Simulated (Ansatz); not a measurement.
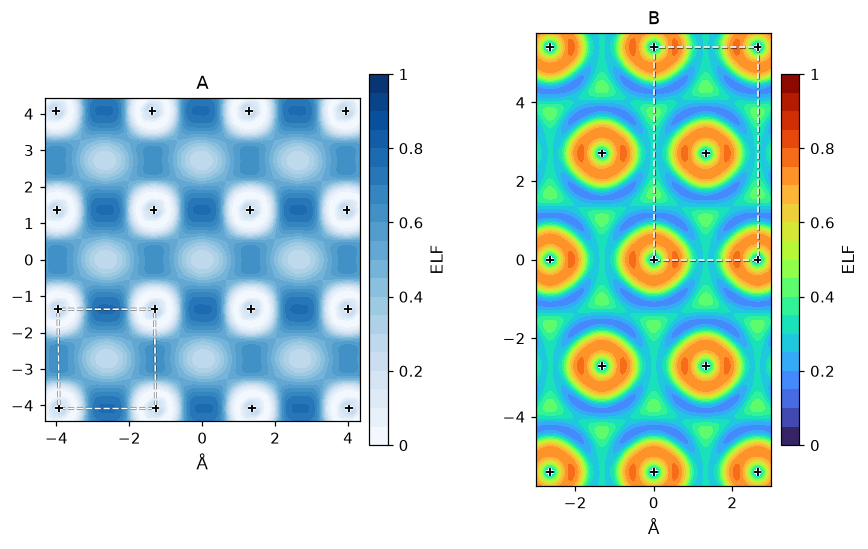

The electron localisation function of 2 systems, each on a plane through atoms (crosses mark nuclei in the plane).

The calculation used Ansatz 0.2.0, DFT, LDA (PW92), plane waves (420 eV) with PAW, scalar-relativistic.

System 1: Mo, the (001) plane of the conventional cell. Space group Fddd; set up as Mo, beta-Sn type; a generated structure, not necessarily the stable one; changed on purpose from its base cell (volume × 1.04); computed pressure about −10 GPa in this cell; computed without spin polarisation.

System 2: Al, the (010) plane of the conventional cell. Space group C2/c; set up as Al, beta-Sn type; a generated structure, not necessarily the stable one; changed on purpose from its base cell (volume × 0.88); computed pressure about 13 GPa in this cell.

```xyz
4
Lattice="0.3861 0.3861 -2.5923 -5.8495 5.8495 0.0000 1.8795 1.8795 0.5891" Properties=species:S:1:pos:R:3 pbc="T T T"
Al   -3.4543    6.6596   -0.8543
Al   -0.7226    3.5418    0.4418
Al   -0.1297    1.4554   -1.1489
Al   -3.2474    4.1872    0.1473
```

> Match each panel to its system.

Panel A is system 2, Al: the plane holds Al. Al–Al (2.65 Å): the ELF peaks at about 0.75 between the atoms. Panel B is system 1, Mo: the plane holds Mo. Mo–Mo (2.64 Å): the ELF is about 0.30 at the midpoint; no localised pair shows between them.
